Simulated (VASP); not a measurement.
## Run report: Ru, workfunction calculation (part 2 of 2)

Ru (slab, 6 atoms in the cell); Kohn-Sham DFT of a periodic cell, PBE, VASP PAW PBE potentials, recommended, no spin polarisation (VASP 6.6.1); cutoff 520 eV, 11×11×1 k-mesh, Gaussian smearing of 0.05 eV. The structure derives from an entry of the Crystallography Open Database. It belongs to a series of runs on one base structure; here: the (0 0 1) slab of Ru, cut from the database cell, not relaxed.

Geometry of the input (Å; fractional positions):
```
2.7058  -0.0000  0.0000
-1.3529  2.3433  0.0000
0.0000  0.0000  25.7048
Ru 0.6667  0.3333  0.2918
Ru 0.3333  0.6667  0.3751
Ru 0.6667  0.3333  0.4584
Ru 0.3333  0.6667  0.5416
Ru 0.6667  0.3333  0.6249
Ru 0.3333  0.6667  0.7082
```

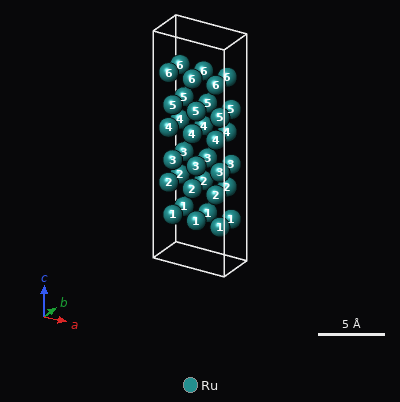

Figure 1. The structure (spheres-only view of the 3 × 2 repeat of the cell, with the vacuum cut short, seen slightly off an axis; atoms are numbered from 1 in the order of the input).

## Parts of OUTCAR, continued
```
 k-point     1 :       0.0000    0.0000    0.0000
  band No.  band energies     occupation
      1     -39.7005      2.00000
      2     -39.5378      2.00000
      3     -39.2019      2.00000
      4     -38.8655      2.00000
      5     -38.8655      2.00000
      6     -38.8593      2.00000
      7     -38.8592      2.00000
      8     -38.8592      2.00000
      9     -38.7359      2.00000
     10     -38.7359      2.00000
     11     -38.6757      2.00000
     12     -38.6571      2.00000
     13     -38.6571      2.00000
     14     -38.6087      2.00000
     15     -38.4070      2.00000
     16     -38.4070      2.00000
     17     -38.4070      2.00000
     18     -38.4070      2.00000
     19      -3.8251      2.00000
     20      -3.1125      2.00000
     21      -2.2777      2.00000
     22      -2.2043      2.00000
     23      -1.8095      2.00000
     24      -1.6911      2.00000
     25       1.0926      2.00000
     26       1.0926      2.00000
     27       1.1550      2.00000
     28       1.1550      2.00000
     29       1.2095      2.00000
     30       1.2129      2.00000
     31       1.2870      2.00000
     32       1.2870      2.00000
     33       1.4444      2.00000
     34       1.5925      2.00000
     35       1.5925      2.00000
     36       1.8864      2.00000
     37       1.9317      2.00000
     38       1.9317      2.00000
     39       2.0039      2.00000
     40       2.0039      2.00000
     41       2.8521      2.00000
     42       2.8521      2.00000
     43       3.1565      2.00000
     44       3.4945      2.00000
     45       3.4945      2.00000
     46       4.2109      0.00000
     47       4.2109      0.00000
     48       4.4601      0.00000
     49       4.7654      0.00000
     50       4.7832      0.00000

 k-point     2 :       0.0909   -0.0000    0.0000
  band No.  band energies     occupation
      1     -39.6764      2.00000
      2     -39.5246      2.00000
      3     -39.2106      2.00000
      4     -38.9579      2.00000
      5     -38.9094      2.00000
      6     -38.8824      2.00000
      7     -38.8749      2.00000
      8     -38.8582      2.00000
      9     -38.7570      2.00000
     10     -38.7508      2.00000
     11     -38.7354      2.00000
     12     -38.6672      2.00000
     13     -38.6526      2.00000
     14     -38.6199      2.00000
     15     -38.4632      2.00000
     16     -38.4617      2.00000
     17     -38.4204      2.00000
     18     -38.4204      2.00000
     19      -3.5285      2.00000
     20      -2.8311      2.00000
     21      -1.9991      2.00000
     22      -1.9660      2.00000
     23      -1.5510      2.00000
     24      -1.4034      2.00000
     25       0.7718      2.00000
     26       0.7973      2.00000
     27       0.8584      2.00000
     28       1.0383      2.00000
     29       1.2902      2.00000
     30       1.2917      2.00000
     31       1.3284      2.00000
     32       1.3494      2.00000
     33       1.4853      2.00000
     34       1.5098      2.00000
     35       1.7758      2.00000
     36       1.7779      2.00000
     37       1.9077      2.00000
     38       2.0023      2.00000
     39       2.1172      2.00000
     40       2.2086      2.00000
     41       2.5995      2.00000
     42       2.7682      2.00000
     43       2.8667      2.00000
     44       3.3233      2.00000
     45       3.4199      2.00000
     46       3.6345      2.00000
     47       3.8390      1.96198
     48       4.1498      0.00000
     49       4.4799      0.00000
     50       4.7462      0.00000

 k-point     3 :       0.1818    0.0000    0.0000
  band No.  band energies     occupation
      1     -39.6102      2.00000
      2     -39.4946      2.00000
      3     -39.2632      2.00000
      4     -39.1296      2.00000
      5     -39.0346      2.00000
      6     -38.9694      2.00000
      7     -38.9274      2.00000
      8     -38.9168      2.00000
      9     -38.8596      2.00000
     10     -38.7898      2.00000
     11     -38.7674      2.00000
     12     -38.6953      2.00000
     13     -38.6713      2.00000
     14     -38.6671      2.00000
     15     -38.5973      2.00000
     16     -38.5860      2.00000
     17     -38.4563      2.00000
     18     -38.4562      2.00000
     19      -2.7546      2.00000
     20      -2.1564      2.00000
     21      -1.4508      2.00000
     22      -1.3936      2.00000
     23      -1.0158      2.00000
     24      -0.7540      2.00000
     25       0.1168      2.00000
     26       0.3458      2.00000
     27       0.3882      2.00000
     28       0.6032      2.00000
     29       0.7613      2.00000
     30       1.0617      2.00000
     31       1.2442      2.00000
     32       1.3850      2.00000
     33       1.7301      2.00000
     34       1.7775      2.00000
     35       1.8550      2.00000
     36       2.0628      2.00000
     37       2.0921      2.00000
     38       2.1241      2.00000
     39       2.1399      2.00000
     40       2.5035      2.00000
     41       2.5228      2.00000
     42       2.7734      2.00000
     43       2.7977      2.00000
     44       3.0428      2.00000
     45       3.3276      2.00000
     46       3.4282      2.00000
     47       4.0091      0.00618
     48       4.0583      0.00004
     49       4.7011      0.00000
     50       5.0482      0.00000

 k-point     4 :       0.2727    0.0000    0.0000
  band No.  band energies     occupation
      1     -39.5288      2.00000
      2     -39.4841      2.00000
      3     -39.3897      2.00000
      4     -39.3385      2.00000
      5     -39.1996      2.00000
      6     -39.1108      2.00000
      7     -38.9854      2.00000
      8     -38.9709      2.00000
      9     -38.9571      2.00000
     10     -38.8397      2.00000
     11     -38.8364      2.00000
     12     -38.7982      2.00000
     13     -38.7569      2.00000
     14     -38.7335      2.00000
     15     -38.6533      2.00000
     16     -38.6514      2.00000
     17     -38.5029      2.00000
     18     -38.5028      2.00000
     19      -2.0025      2.00000
     20      -1.7646      2.00000
     21      -1.3546      2.00000
     22      -1.3001      2.00000
     23      -0.8849      2.00000
     24      -0.7823      2.00000
     25      -0.1864      2.00000
     26      -0.1618      2.00000
     27       0.2446      2.00000
     28       0.2927      2.00000
     29       0.3976      2.00000
     30       1.2257      2.00000
     31       1.3109      2.00000
     32       1.5818      2.00000
     33       1.6264      2.00000
     34       1.9352      2.00000
     35       2.0294      2.00000
     36       2.0634      2.00000
     37       2.3818      2.00000
     38       2.4610      2.00000
     39       2.5651      2.00000
     40       2.9613      2.00000
     41       3.3784      2.00000
     42       3.4917      2.00000
     43       3.5785      2.00000
     44       3.6476      2.00000
     45       3.8942      1.39157
     46       4.0423      0.00024
     47       4.2443      0.00000
     48       4.4645      0.00000
     49       4.7216      0.00000
     50       5.2053      0.00000

 k-point     5 :       0.3636   -0.0000    0.0000
  band No.  band energies     occupation
      1     -39.5851      2.00000
      2     -39.5431      2.00000
      3     -39.5243      2.00000
      4     -39.4338      2.00000
      5     -39.3199      2.00000
      6     -39.2088      2.00000
      7     -39.0463      2.00000
      8     -39.0379      2.00000
      9     -39.0199      2.00000
     10     -38.9603      2.00000
     11     -38.8847      2.00000
     12     -38.8815      2.00000
     13     -38.8038      2.00000
     14     -38.7696      2.00000
     15     -38.6736      2.00000
     16     -38.6708      2.00000
     17     -38.5455      2.00000
     18     -38.5453      2.00000
     19      -2.0121      2.00000
     20      -1.9648      2.00000
     21      -1.7751      2.00000
     22      -1.5620      2.00000
     23      -1.2803      2.00000
     24      -1.1289      2.00000
     25      -0.5559      2.00000
     26      -0.3598      2.00000
     27      -0.1649      2.00000
     28      -0.0553      2.00000
     29       0.4968      2.00000
     30       1.2811      2.00000
     31       1.5585      2.00000
     32       1.8016      2.00000
     33       1.9017      2.00000
     34       2.0140      2.00000
     35       2.4946      2.00000
     36       2.6367      2.00000
     37       2.8958      2.00000
     38       3.5385      2.00000
     39       3.7354      2.00000
     40       3.9108      1.03346
     41       4.3230      0.00000
     42       4.5138      0.00000
     43       4.5957      0.00000
     44       4.7032      0.00000
     45       4.8646      0.00000
     46       4.9665      0.00000
     47       5.0323      0.00000
     48       5.0418      0.00000
     49       5.2361      0.00000
     50       5.3817      0.00000

 [... the levels of 10 k-points are left out ...]

 k-point    16 :       0.3636    0.2727    0.0000
  band No.  band energies     occupation
      1     -39.5358      2.00000
      2     -39.5181      2.00000
      3     -39.4784      2.00000
      4     -39.4136      2.00000
      5     -39.3626      2.00000
      6     -39.3536      2.00000
      7     -39.2269      2.00000
      8     -39.1903      2.00000
      9     -39.1474      2.00000
     10     -39.0743      2.00000
     11     -38.9527      2.00000
     12     -38.9216      2.00000
     13     -38.8779      2.00000
     14     -38.8770      2.00000
     15     -38.7944      2.00000
     16     -38.7834      2.00000
     17     -38.6716      2.00000
     18     -38.6679      2.00000
     19      -1.5145      2.00000
     20      -1.1733      2.00000
     21      -0.8798      2.00000
     22      -0.5945      2.00000
     23      -0.5803      2.00000
     24      -0.4288      2.00000
     25      -0.2237      2.00000
     26      -0.1182      2.00000
     27      -0.1071      2.00000
     28       0.2762      2.00000
     29       0.3908      2.00000
     30       1.0040      2.00000
     31       1.1059      2.00000
     32       1.1629      2.00000
     33       1.3038      2.00000
     34       1.7113      2.00000
     35       1.7122      2.00000
     36       2.1737      2.00000
     37       2.1808      2.00000
     38       2.7111      2.00000
     39       2.7227      2.00000
     40       3.1075      2.00000
     41       3.9700      0.10294
     42       4.5215      0.00000
     43       4.5277      0.00000
     44       4.8674      0.00000
     45       4.9393      0.00000
     46       5.0869      0.00000
     47       5.2437      0.00000
     48       5.2547      0.00000
     49      10.3740      0.00000
     50      10.9476      0.00000

------------------------ aborting loop because EDIFF is reached ----------------------------------------

  FORCE on cell =-STRESS in cart. coord.  units (eV):
  Direction    XX          YY          ZZ          XY          YZ          ZX
  --------------------------------------------------------------------------------------
  -------------------------------------------------------------------------------------
  Total       -1.6130602     -1.6130602     -1.6092777      0.0000000     -0.0000000      0.0000000
  in kB      -15.8571808    -15.8571808    -15.8199967      0.0000000     -0.0000000      0.0000000
  external PRESSURE =     -15.8447861 kB  Pullay stress =       0.0000000 kB

 VOLUME and BASIS-vectors are now :
 -----------------------------------------------------------------------------
  energy-cutoff  :      520.00
  volume of cell :      162.98
      direct lattice vectors                 reciprocal lattice vectors
     2.705799334  0.000000000  0.000000000     0.369576556  0.213375124  0.000000000
    -1.352899667  2.343290961  0.000000000     0.000000000  0.426750249  0.000000000
     0.000000000  0.000000000 25.704750000     0.000000000  0.000000000  0.038903316

 POSITION                                       TOTAL-FORCE (eV/Angst)
 -----------------------------------------------------------------------------------
      1.35290      0.78110      7.50000         0.000000     -0.000000      0.675241
     -0.00000      1.56219      9.64095         0.000000      0.000000     -0.793557
      1.35290      0.78110     11.78190        -0.000000      0.000000     -0.277549
     -0.00000      1.56219     13.92285         0.000000     -0.000000      0.277549
      1.35290      0.78110     16.06380        -0.000000     -0.000000      0.793557
     -0.00000      1.56219     18.20475         0.000000      0.000000     -0.675241
 -----------------------------------------------------------------------------------
    total drift:                                0.000000      0.000000      0.000000

  FREE ENERGIE OF THE ION-ELECTRON SYSTEM (eV)
  ---------------------------------------------------
  free  energy   TOTEN  =       -53.2572871917 eV

  energy  without entropy=      -53.2455045023  energy(sigma->0) =      -53.25139585

 vacuum level on the upper side and lower side of the slab         9.028         9.028
```

## CONTCAR
```
Ru
   1.00000000000000
     2.7057993342000000    0.0000000000000000    0.0000000000000000
    -1.3528996671000000    2.3432909610000001    0.0000000000000000
     0.0000000000000000    0.0000000000000000   25.7047500000000007
  Ru
     6
Direct
     0.6666666667000030    0.3333333333999988    0.2917748664999991
     0.3333333332999970    0.6666666666000012    0.3750649198999980
     0.6666666667000030    0.3333333333999988    0.4583549732999970
     0.3333333332999970    0.6666666666000012    0.5416450267000030
     0.6666666667000030    0.3333333333999988    0.6249350801000020
     0.3333333332999970    0.6666666666000012    0.7082251335000009

  0.00000000E+00  0.00000000E+00  0.00000000E+00
  0.00000000E+00  0.00000000E+00  0.00000000E+00
  0.00000000E+00  0.00000000E+00  0.00000000E+00
  0.00000000E+00  0.00000000E+00  0.00000000E+00
  0.00000000E+00  0.00000000E+00  0.00000000E+00
  0.00000000E+00  0.00000000E+00  0.00000000E+00
```

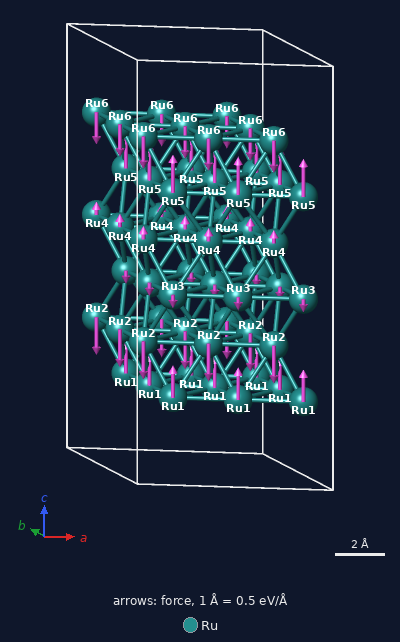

Figure 2. Forces on the atoms as pink arrows (ball-and-stick view of the 3 × 3 repeat of the cell, with the vacuum cut short, seen slightly off an axis; atoms are numbered from 1 in the order of the input). The largest act on Ru2, Ru5 (0.79 eV/Å); Ru1, Ru6 (0.68 eV/Å); Ru3, Ru4 (0.28 eV/Å). The geometry is not a stationary point of this energy.

## Results in brief

| quantity | value |
| --- | --- |
| outcome | converged |
| electrons treated | 84 |
| free energy | −53.2573 eV |
| Fermi energy of the self-consistent step | 3.912 eV |
| gap on the k-point mesh | none (metallic) |
| largest force (length of the vector) | 0.794 eV/Å |
| hardware | 1 thread of Intel Xeon @ 2.90GHz (Ice Lake), 64 GiB of memory available, shared host |
| wall time | 3.2 min |
| peak memory | 0.3 GiB |
